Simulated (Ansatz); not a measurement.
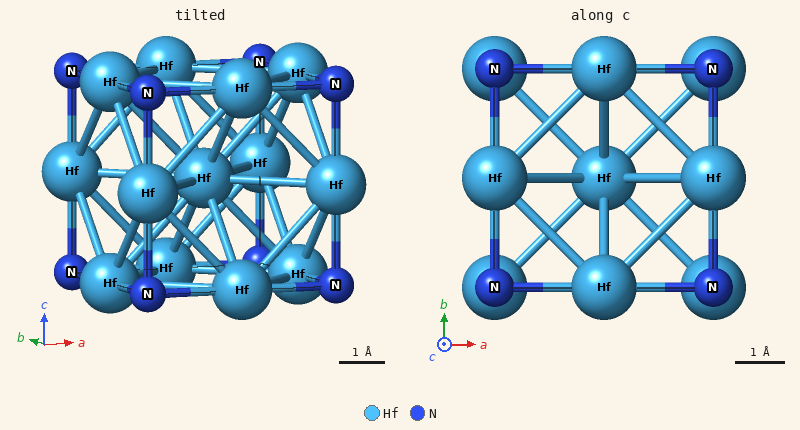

We look at a ball-and-stick model of the crystal slightly off an axis and along the c axis. One conventional unit cell is framed, with atoms on its boundary repeated. Cell: a = 4.51 Å, b = 4.51 Å, c = 4.51 Å, α = 90.00°, β = 90.00°, γ = 90.00°.

The structure was taken from a structure type filled with these elements by a generator (whether the compound takes this form wasn't checked). Earlier steps of the study may have refined or changed the cell and positions. It went into a calculation with Ansatz.

Question: State composition, symmetry and coordination.

Answer: Formula: Hf4N. Space group Pm-3m (No. 221), lattice primitive cubic. One cell contains 4 Hf, 1 N, 5 atoms in all. Taking every contact within bonding distance, one finds Hf 12 to 14 (mean 13.5) and N 6.

Level of theory: DFT PBE, scalar-relativistic, plane waves, PAW in Ansatz 0.2.0. Settings were an energy cutoff of 420 eV, k-grid 8×8×8, Gaussian smearing of 0.1 eV, no spin polarisation.

Question: Does it come out as a metal, or with a gap?

Answer: A metal: bands cross the Fermi level.

Question: What charge does Bader's analysis assign to each element?

Answer: Hf -0.08 to +0.70 e; N -2.00 e.

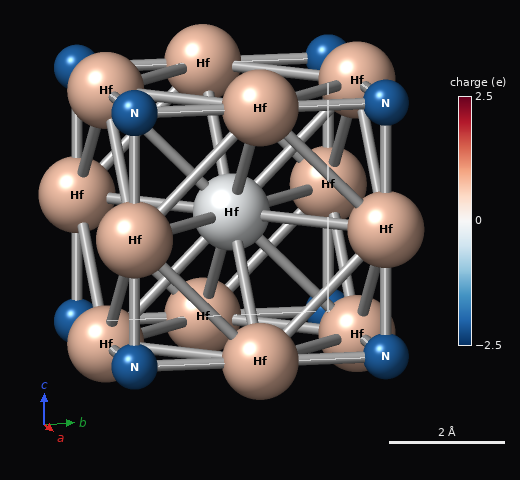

The atoms coloured by those charges. The run's cell of 5 atoms is drawn.

Question: Has the structure come to rest?

Answer: Yes. All forces vanish to within 0.01 eV/Å. The pressure is 0.0 GPa, close to zero.
